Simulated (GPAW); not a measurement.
# ZnS (F-43m): refractive index against wavelength

The refractive index of ZnS (F-43m) below the direct gap (2.11 eV on the mesh) is read from one computed spectrum, n = √(Re ε).

Symmetry: F-43m, No. 216, cubic system. Conventional cell: a = 5.404 Å, b = 5.404 Å, c = 5.404 Å, α = 90.00°, β = 90.00°, γ = 90.00°. Zn on site c is surrounded by 4 S at 2.34 Å. Around S on site a lie 4 Zn at 2.34 Å.

Method: GPAW 26.7.0, PBE, RPA, k-mesh 11×11×11, local fields up to 60 eV, Lorentzian half width 0.2 eV.

Launch of the response step: `OMP_NUM_THREADS=1 python df.py`. The run took 66 s, its band step included, on 1 thread of Arm Neoverse N1, on a shared host.

| wavelength (nm) | photon energy E (eV) | n |
| --- | --- | --- |
| 3000 | 0.413 | 2.3710 |
| 2000 | 0.620 | 2.3786 |
| 1550 | 0.800 | ? |
| 1310 | 0.946 | 2.3978 |
| 1064 | 1.165 | 2.4163 |
| 850 | 1.459 | 2.4505 |

In the single-oscillator model n² − 1 = E₀E_d/(E₀² − E²), so 1/(n² − 1) = E₀/E_d − E²/(E₀E_d) is linear in E².

Working, on the rows shown:

| x = E² (eV²) | y = 1/(n² − 1) |
| --- | --- |
| 0.170801 | 0.216373 |
| 0.384302 | 0.214696 |
| 0.895757 | 0.210551 |
| 1.35784 | 0.206675 |
| 2.12762 | 0.199802 |

Means: x̄ = 0.98727, ȳ = 0.20962. Σ(x − x̄)(y − ȳ) = -0.02095, Σ(x − x̄)² = 2.476. Slope = -0.02095 / 2.476 = -0.008459; intercept = ȳ − slope · x̄ = 0.21797. Turned back into n, the line misses the rows shown by at most 0.00092.

Fill in the last column of the withheld row.

At x = 0.63984 the line gives y = 0.21256, that is 2.3884. The run gave 2.3881, so the interpolation is off by 0.00033, 0.4 % of the range in the table.

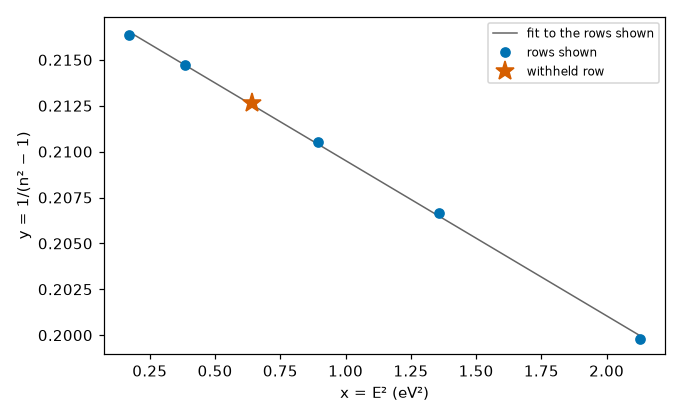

Refitted with all rows, the slope is -0.008467 and the intercept 0.21799. These give E₀ = √(intercept/−slope) = 5.07 eV and E_d = E₀/intercept = 23.3 eV; E₀ is 2.4 times the direct gap. The electronic limit at long wavelengths, without lattice vibrations, is n = √(1 + 1/intercept) = 2.364. The cell comes from an older database entry, whose edges can be off by a per cent or so. Excitons are left out; PBE gaps are as a rule too small. The values come from a sum over the points of one k-mesh and carry its error, which grows as the direct gap shrinks.
